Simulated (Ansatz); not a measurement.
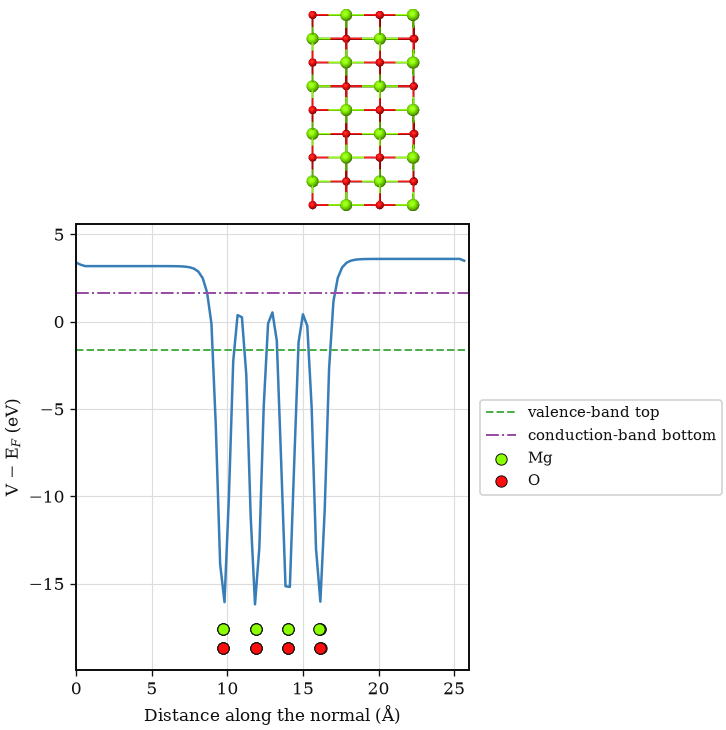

Plane-averaged electrostatic potential energy of an electron across the slab; circles at the bottom mark the heights of the atoms. The structure is drawn too.

System: a (100) slab cut from MgO (Fm-3m), ended by MgO planes, 32 atoms in the cell, the slab at its places in the relaxed adsorbed structure; a = 6.02 Å, b = 6.02 Å, c = 25.95 Å, α = 90.00°, β = 90.00°, γ = 90.00°.

Ansatz; DFT PBE, scalar-relativistic, plane waves, PAW, no spin polarisation, 3×3×1 k mesh, 420 eV cutoff, Gaussian smearing of 0.05 eV.

What are the ionisation potential and the electron affinity of the slab?

Answer. From the vacuum level at the right face the ionisation potential is 5.24 eV and the electron affinity 1.95 eV; at the left face they are 4.83 and 1.53 eV. The slab's gap, their difference before rounding, is 3.29 eV.

Do the two faces differ, and what does that say about the slab's dipole?

Answer. The vacuum level is 0.41 eV higher at the right than at the left, so the slab carries a dipole along its normal; the ramp in the vacuum, at or near the edge of the plot, is the dipole correction that keeps each side flat.

How thick are slab and vacuum?

Answer. The outermost atoms are 6.4 Å apart, which leaves 19.5 Å of vacuum in a cell 26.0 Å high.

The atoms aren't at rest in this cell (largest force 0.4 eV/Å), so the relaxed material can differ.
